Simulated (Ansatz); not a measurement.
Consider In$_{9}$P$_{7}$ (cell charge −1, with a compensating background) (cell with a defect).

```xyz
16
Lattice="0.0000 5.9598 -5.9598 5.9598 5.9598 0.0000 5.9598 0.0000 -5.9598" Properties=species:S:1:pos:R:3 pbc="T T T"
In    8.9014    5.9980   -8.9014
In    0.0068    2.9732   -2.9732
In    2.9732    2.9732   -0.0068
In    0.0068    0.0068   -0.0068
In    5.9980    5.9980   -5.9980
In    8.9014    8.9014   -5.9980
In    5.9980    8.9014   -8.9014
In    2.9732    0.0068   -2.9732
In    4.4698    4.4698   -4.4698
P     7.4497    7.4497   -4.4775
P     4.4775    7.4497   -7.4497
P     7.4497   10.4220   -7.4497
P     7.4497    4.4775   -7.4497
P    10.4220    7.4497   -7.4497
P     7.4497    7.4497  -10.4220
P    10.4296   10.4296  -10.4296
```

The program warned that a starting moment wasn't kept; spin-polarised, but the moments vanished.

Computed with Ansatz 0.2.0, DFT PBE, scalar-relativistic, plane waves, PAW.

What can the converged valence pseudo-density and electron localisation function tell about the bonding?

In–P (2.58 Å): ρ at the midpoint is about 0.43 e/Å³; the ELF peaks at about 0.90 in the valence shell of P, 0.9 Å from its nucleus, and is about 0.55 at the midpoint.

Does the calculation give a band gap?

It is metallic or semimetallic at this level of theory: no gap opens.

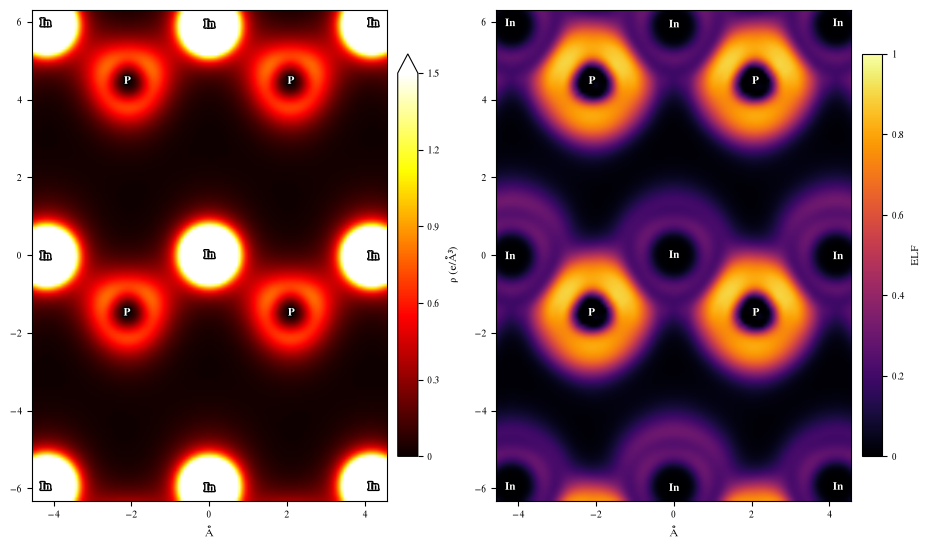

Computed valence pseudo-density and electron localisation function on the (11̄0) plane of the calculation cell, in this order. 

The density is the valence pseudo-density of a PAW calculation; it isn't the true density close to the nuclei.
